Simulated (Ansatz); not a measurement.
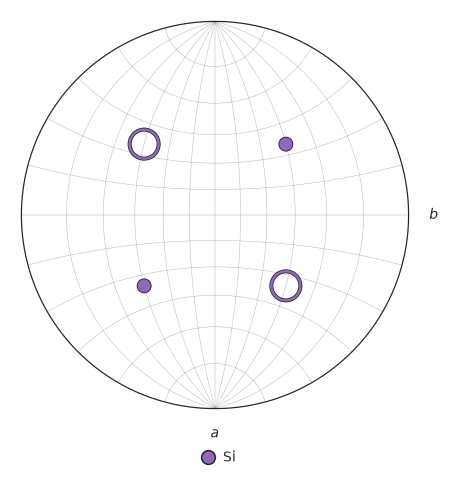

Directions from one silicon atom at (1/4, 1/4, 1/4) to its bonded neighbours, in stereographic projection down c (filled: above the plane of the page or in it, open: below). Crystal: Si, coordinates from a relaxation with DFT PBEsol, scalar-relativistic, plane waves, PAW in Ansatz. All values are computed from the atomic coordinates in the standard setting (tolerance 0.002 Å).

Neighbours are counted up to 2.58 Å for Si.

```
CELL_PARAMETERS angstrom
5.43363 0.00000 0.00000
0.00000 5.43363 0.00000
0.00000 0.00000 5.43363
ATOMIC_POSITIONS crystal
Si 0.25000 0.25000 0.25000
Si 0.50000 0.00000 0.50000
Si 0.25000 0.75000 0.75000
Si 0.50000 0.50000 0.00000
Si 0.75000 0.25000 0.75000
Si 0.00000 0.00000 0.00000
Si 0.75000 0.75000 0.25000
Si 0.00000 0.50000 0.50000
```

Q: How many neighbours are there, and at what angles?

A: 4: 4 Si at 2.35 Å. Angles between bonds: 109° (6×).

Q: What is the site's symmetry in the crystal?

A: Point group -43m (Td), order 24: three −4 axes, four threefold axes, six mirror planes. In No. 227, Fd-3m, origin choice 1 this is Wyckoff position 8a.
